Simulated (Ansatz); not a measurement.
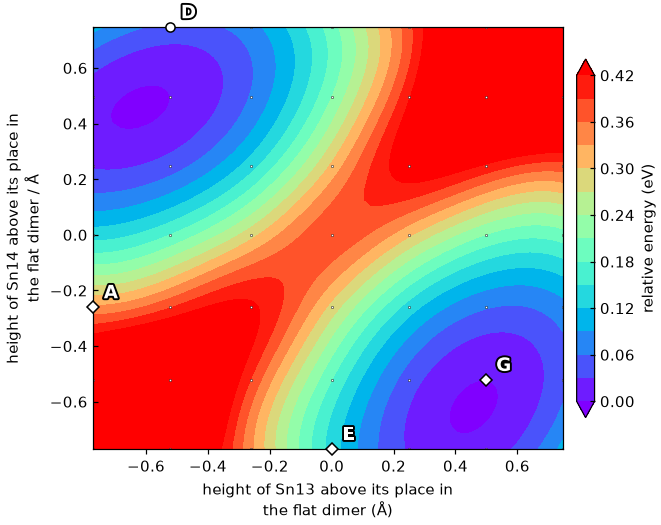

A Sn(100) slab cut from the Fd-3m phase, its lower face capped with 4 H atoms (18 atoms in the cell). Two atoms of the surface dimers are held at set heights. First axis: height of Sn13 above its place in the flat dimer. Second axis: height of Sn14 above its place in the flat dimer. Relaxed at each point: all atoms of the upper layers, but for the two heights. The scan uses a 7 × 7 grid; 28 points were computed and 21 follow by symmetry. Points are written as (first, second). All energies are given in eV relative to the lowest grid point. Level of theory: DFT PBEsol, scalar-relativistic, plane waves, PAW (Ansatz 0.2.0). Settings: cutoff 420 eV, k-mesh 6×3×1, gaussian smearing 0.05 eV, no spin polarisation.

Drawn: filled contours, dots at the grid points, one colour for all values above the top of the scale, lettered points. Between grid points the surface is interpolated.

### Is A the lowest point of the computed grid?

No. A lies 0.337 eV above the lowest grid point, which is at (−0.522 Å, 0.497 Å).

### Rank the lettered points by energy, lowest first.

G (0.000 eV), D (0.051 eV), E (0.136 eV), A (0.337 eV).
